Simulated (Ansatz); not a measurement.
**TaN: density, localisation and related maps**

The calculation's input:

```
crystal:
  lattice:
    - [2.9379988584, 0.0, 0.0]
    - [-1.4689994292, 2.5443816477, 0.0]
    - [0.0, 0.0, 2.883]
  atoms:
    - { symbol: Ta, position: [0.3221025679, 0.6442051359, 0.4831538519] }
    - { symbol: "N", position: [0.0, 0.0, 0.0] }
basis:
  ecutwfc: 650.0
kpoints:
  mp_grid: { grid: [18, 18, 16] }
hamiltonian:
  xc: lda
scf:
  occupations: { method: gaussian, width: 0.15 }
output:
  forces: true
  stress: true
  eigenvalues: true
  write_density: true
  write_potential: true
  elf: true
  volumetric_format: npy
```

Command:

```sh
ansatz run input.yaml --threads 1 --pin off --max-ram 2560MiB --backend cpu --events-out ev --progress --plain --runs-dir out
```

Below, planes, directions and counts refer to the conventional cell (a = 5.09 Å, b = 2.94 Å, c = 2.88 Å, α = 90.00°, β = 90.00°, γ = 90.00°).

Space group Cm; changed on purpose from its base cell (all Ta atoms moved +0.075 Å, as atom 1 towards its neighbour atom 2 (N) at 2.226 A); not relaxed (largest force 1.0 eV/Å); computed pressure about −11 GPa in this cell.

Computed with Ansatz, DFT LDA, scalar-relativistic, plane waves, PAW.

In a PAW calculation such maps are meaningful between the atoms, not at the nuclei.

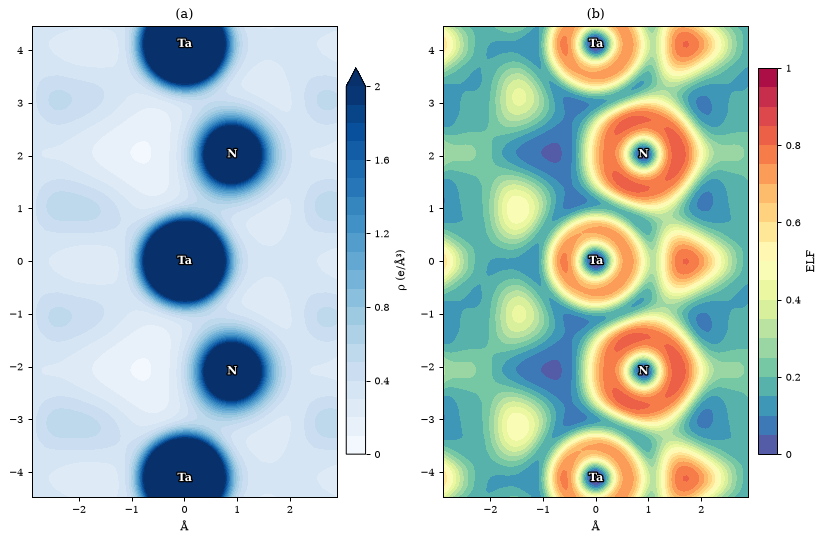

Figure 1. (a) valence pseudo-density; (b) ELF on the (011) plane of the conventional cell.

Q: What do the fields say about this system?

A: The plane passes through Ta and N nuclei. Ta–N (2.22 Å): the density is about 0.56 e/Å³ at the midpoint; the ELF peaks at about 0.80 in the valence shell of N, 0.7 Å from its nucleus, and is about 0.20 at the midpoint; no shared electron pair shows on this line. Ta–N (2.28 Å): ρ at the midpoint is about 0.49 e/Å³; the ELF peaks at about 0.80 in the valence shell of N, 0.7 Å from its nucleus, and is about 0.20 at the midpoint (no localised pair shows between them). Between the atoms the lowest density in this plane is 0.09 e/Å³. The ELF has a maximum of about 0.80 in the space between the atoms, on no atom or two-centre bond. The features right at Ta lie inside the PAW spheres, where the map follows smoothed inner orbitals and isn't to be read closely.

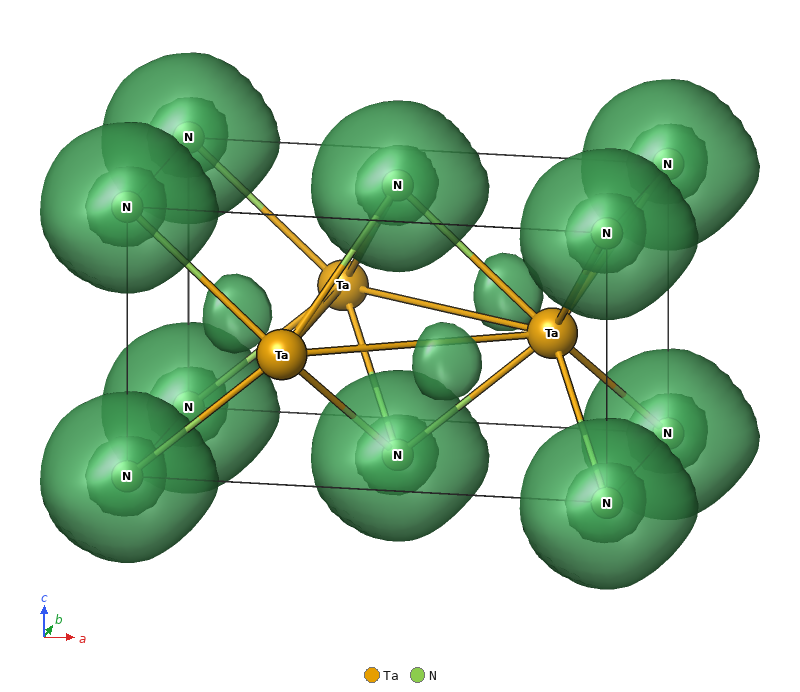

Figure 2. Isosurface of the electron localisation function at 0.65 (green), seen slightly off an axis. Only the valence region is drawn (cores and ρ < 0.01 e/Å³ removed). Sticks mark near contacts.

Q: Identify the bonds, lone pairs and shells in this picture.

A: The surface consists of two regions wrapped around N (the valence shell of each) and two pockets between the atoms, centred on no nucleus (multi-centre or interstitial), counted in one cell of 4 atoms. Any copies at cell faces, edges or corners count once. Profiles from the grid: Ta–N (2.15 Å): the ELF peaks at about 0.80 in the valence shell of N, 0.6 Å from its nucleus, and is about 0.20 at the midpoint (no localised pair shows between them). Ta–Ta (2.88 Å): the ELF is about 0.25 at the midpoint; no shared electron pair shows on this line.

Q: Metal or insulator at this level of theory?

A: It is gapless in this calculation (a metal or semimetal); semilocal functionals without U, or without the true magnetic order, often close the gap of such compounds.
